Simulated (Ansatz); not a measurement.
Consider Ir.

The calculation's input:

```
crystal:
  lattice:
    - [2.7513778946, 0.0, 0.0]
    - [-1.3756889473, 2.3827631521, 0.0]
    - [0.0, 0.0, 4.46229]
  atoms:
    - { symbol: Ir, position: [0.4086840673, 0.1444769631, 0.75] }
    - { symbol: Ir, position: [0.3333333333, 0.6666666667, 0.25] }
basis:
  ecutwfc: 420
kpoints:
  mp_grid: { grid: [18, 18, 12] }
hamiltonian:
  xc: pbesol
scf:
  occupations: { method: gaussian, width: 0.15 }
output:
  forces: true
  stress: true
  eigenvalues: true
  write_density: true
  write_potential: true
  elf: true
  volumetric_format: npy
```

Launched as:

```sh
ansatz run input.yaml --threads 1 --pin off --max-ram 2560MiB --backend cpu --events-out ev --progress --plain --runs-dir out
```

Below, planes, directions and counts refer to the conventional cell (a = 2.75 Å, b = 4.46 Å, c = 2.75 Å, α = 90.00°, β = 120.00°, γ = 90.00°).

Space group P2₁/m; a structure from a database of computed crystals, not necessarily the ambient phase; changed on purpose from its base cell (atom 1 (Ir) moved by (-0.450, -0.450) A along x and y); not relaxed (largest force 1.3 eV/Å); computed pressure about −2 GPa in this cell; computed without spin polarisation.

Level of theory: DFT PBEsol, scalar-relativistic, plane waves, PAW (Ansatz 0.2.0).

> Predict the valence pseudo-density and electron localisation function between the atoms.

Ir–Ir (2.54 Å): ρ at the midpoint is about 0.6 e/Å³; the ELF is about 0.40 at the midpoint.
Ir–Ir (2.72 Å): the density is about 0.43 e/Å³ at the midpoint; the ELF is about 0.35 at the midpoint (no localised pair shows between them).

> Metal or insulator at this level of theory?

It is metallic or semimetallic at this level of theory: no gap opens.

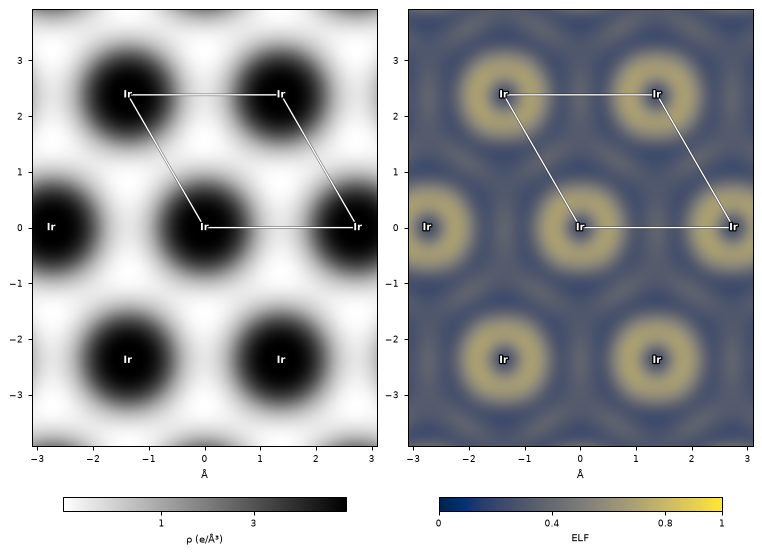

Computed valence pseudo-density and electron localisation function on the (010) plane of the conventional cell, in this order. 
